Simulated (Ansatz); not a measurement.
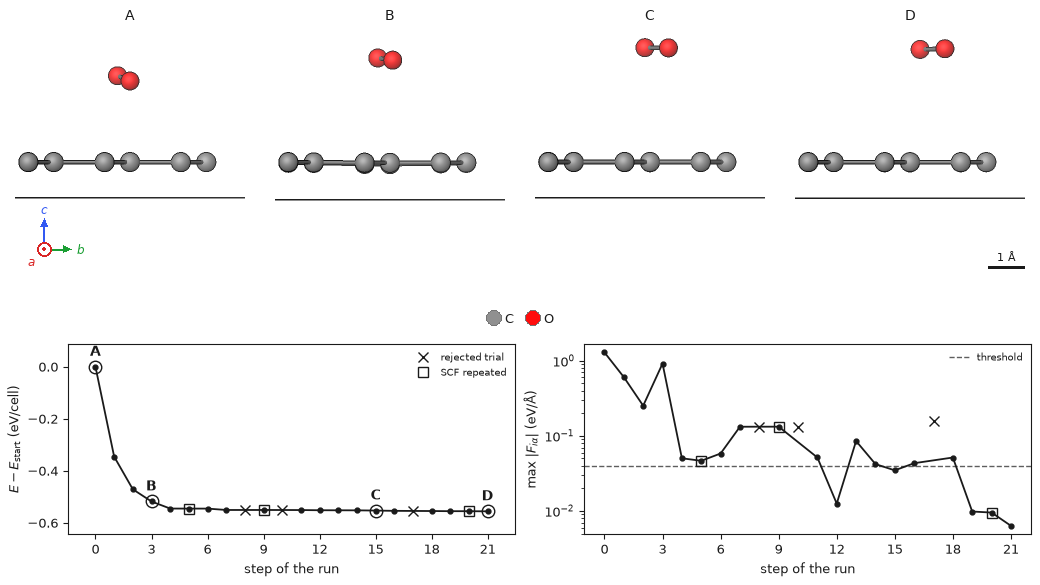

Frames of a constrained relaxation of a slab of composition C₉O (cut from the R-3m phase), marked on the history of the run. A ball-and-stick model of the cell of the calculation, outlined in the plane, without the vacuum (origin shifted), seen along the a axis.

Case: 1 O2 a cell, tilted, over a top C site. The slab is the (0 0 1) face of C with O2 on it. 1 atoms are held fixed.

Theory: DFT PBE+D3(BJ), scalar-relativistic, plane waves, PAW (Ansatz). (plane-wave cutoff 420 eV; k-point mesh 3 × 3 × 1; occupations gaussian; smearing width 0.05 eV; collinear spin; dipole correction; atoms relaxed in a fixed cell; force threshold 0.04 eV/Å; at most 100 steps)

What happens along the run?

The atom that moves furthest is an O atom (1.41 Å at 50° to the normal (+c side)). By element the largest moves are O 1.41 Å, C 0.01 Å. The lattice vectors keep their values. Near-neighbour distances that change, for instance: O–O 1.235 → 1.224 Å. After 15 accepted moves (21 points after the start) the energy has fallen by 0.555 eV per cell of the calculation. Largest force component: 1.3 eV/Å at the start, 0.0063 eV/Å at the end. The line search rejected the trial steps at points 8, 10, 17 of the run. 3 steps only repeated the SCF at the same geometry. The forces were under the threshold at step 12, but the run went on from there. The run may lie on a higher electronic state than the lowest, so the end point isn't shown to be the ground-state structure. Cost: 26 min on 2 threads of Arm Neoverse V1 (shared host), peak memory 1.7 GiB. From step 0 to 3: an O atom moves most (0.59 Å), energy −0.518 eV per cell of the calculation. From step 3 to 15: an O atom moves most (0.58 Å), energy −34.8 meV per cell of the calculation. From step 15 to 21: an O atom moves most (0.52 Å), energy −3.0 meV per cell of the calculation.

| step | E − E(0), meV/atom | largest force component, eV/Å | note |
| --- | --- | --- | --- |
| 0 | 0.00 | 1.2937 |  |
| 1 | -17.26 | 0.6065 |  |
| 2 | -23.53 | 0.2524 |  |
| 3 | -25.88 | 0.9185 |  |
| 4 | -27.24 | 0.0503 |  |
| 5 | -27.24 | 0.0466 | same geometry, SCF repeated |
| 6 | -27.24 | 0.0582 |  |
| 7 | -27.51 | 0.1324 |  |
| 8 | -27.51 | 0.1316 | rejected |
| 9 | -27.51 | 0.1326 | same geometry, SCF repeated |
| 10 | -27.51 | 0.1317 | rejected |
| 11 | -27.52 | 0.0515 |  |
| 12 | -27.56 | 0.0125 |  |
| 13 | -27.57 | 0.0854 |  |
| 14 | -27.58 | 0.0421 |  |
| 15 | -27.62 | 0.0347 |  |
| 16 | -27.68 | 0.0433 |  |
| 17 | -27.66 | 0.1586 | rejected |
| 18 | -27.71 | 0.0515 |  |
| 19 | -27.74 | 0.0098 |  |
| 20 | -27.74 | 0.0095 | same geometry, SCF repeated |
| 21 | -27.77 | 0.0063 |  |

Limits of the set-up: the periodic images lie only 7.4 Å apart, so the values are limited by the cell's size.
